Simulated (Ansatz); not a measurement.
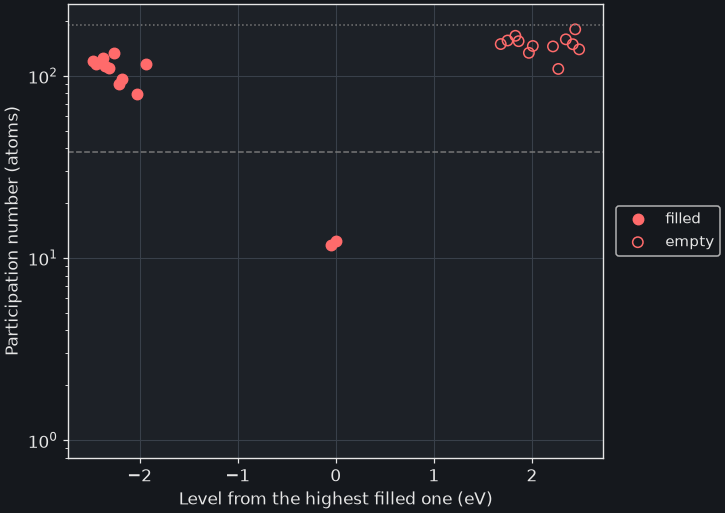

Levels near the gap of a 191-atom cell against the number of atoms over which each spreads (dotted: all atoms; dashed: a fifth of them). Host SiC with a vacancy of C.

Calculation on Si96C95 (defect cell), 191 atoms in the cell, cell charge −2 e.

Level of theory: DFT, HSE06, PAW, plane waves, one k point, (0.25, 0.25, 0.25), 420 eV cutoff; code Ansatz 0.2.0.

> Which of these levels are localised (under the dashed line)?

2 of the 24 levels shown spread over less than a fifth of the cell: −0.05 eV (filled, over about 12 atoms, mostly Si) and 0.00 eV (filled, over about 12 atoms, mostly Si).

> How far apart are the highest filled and the lowest empty level?

The lowest empty level lies 1.68 eV above the highest filled one.

One k point in a finite cell, so levels carry errors of tenths of an eV.
